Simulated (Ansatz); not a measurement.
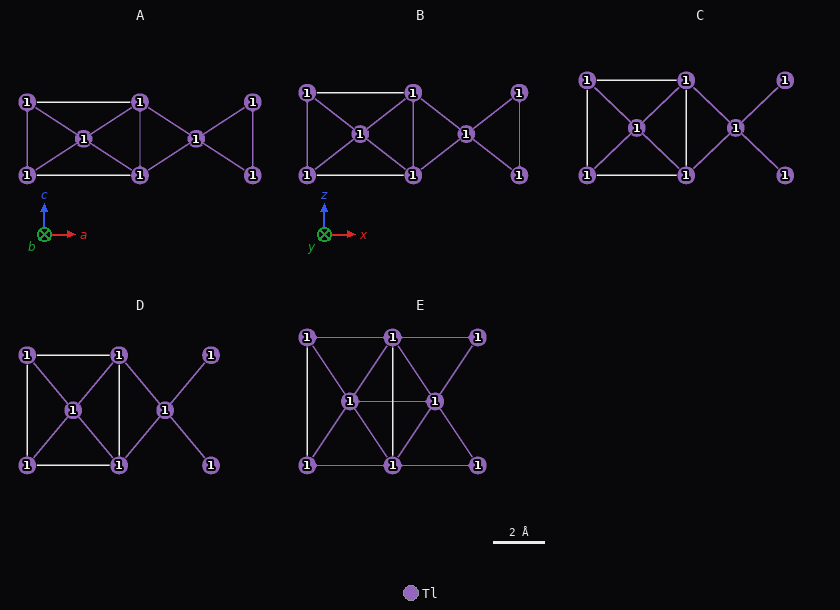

A scan of solid Tl (Im-3m) along one coordinate. x, y and z are the Cartesian axes of the input. The picture is a ball-and-stick view of the conventional cell (2 times the calculation's cell), repeated 2 × 2 × 1 with one cell outlined, seen along the b axis. Lengths and directions refer to the drawn axes.

These are results of Ansatz, DFT r2SCAN, scalar-relativistic, plane waves, PAW, not measurements. (plane-wave cutoff 500 eV; k-point mesh 20 × 20 × 20; occupations gaussian; smearing width 0.15 eV; no spin polarisation). Energies (free energies at the smearing named) are counted from the cell as listed in its source, which wasn't relaxed.

Question: What is being scanned?

Answer: The ratio of the cell's length along z to its lengths across, counted as 1 for the reference, is changed at fixed volume (a tetragonal or Bain path), with the atoms kept at their fractional coordinates. In the frames the relative ratio is 0.65 (A), 0.78 (B), 0.96 (C), 1.20 (D), 1.50 (E). Their energies are 156.8 meV/atom, 35.4 meV/atom, 0.4 meV/atom, 12.1 meV/atom, 12.6 meV/atom.
